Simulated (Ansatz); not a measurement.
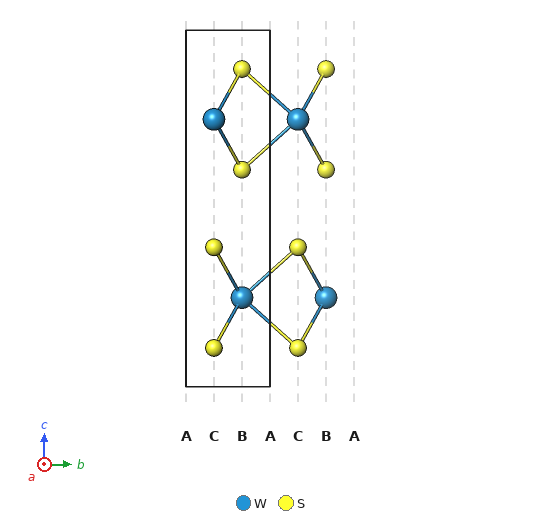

Projection along an edge of the hexagonal mesh, stacking direction c upwards. The dashed lines mark the three columns A (0, 0), B (1/3, 2/3) and C (2/3, 1/3). The sequence starts with the first layer at or above the cell's origin.

WS₂ (space group P6_3/mmc, No. 194). Coordinates: the end point of a relaxation at a target pressure of 15 GPa with DFT PBEsol, scalar-relativistic, plane waves, PAW in Ansatz.

**Give the sequence of layers in one repeat, with element and column.**

S(C) – W(B) – S(C) – S(B) – W(C) – S(B) (six layers in 11.19 Å).

**How are the S layers alone stacked?**

S layers alone: CCBB, a sequence in which some neighbouring layers lie directly above each other.

**Which positions between or in the S layers do the other atoms fill?**

W: two trigonal-prismatic sites (per hexagonal cell). Two of the four gaps between S layers are empty, 2.44 Å wide.

**What short polytype symbol fits?**

Polytype symbol 2H, the symbol of a layered MX2 polytype (number of slabs in the repeat and lattice).

Heights of the layers:

| layer | atoms (column) | height (Å) | to next (Å) |
| --- | --- | --- | --- |
| 1 | S(C) | 1.22 | 1.58 |
| 2 | W(B) | 2.80 | 1.58 |
| 3 | S(C) | 4.38 | 2.44 |
| 4 | S(B) | 6.82 | 1.58 |
| 5 | W(C) | 8.40 | 1.58 |
| 6 | S(B) | 9.98 | 2.44 |
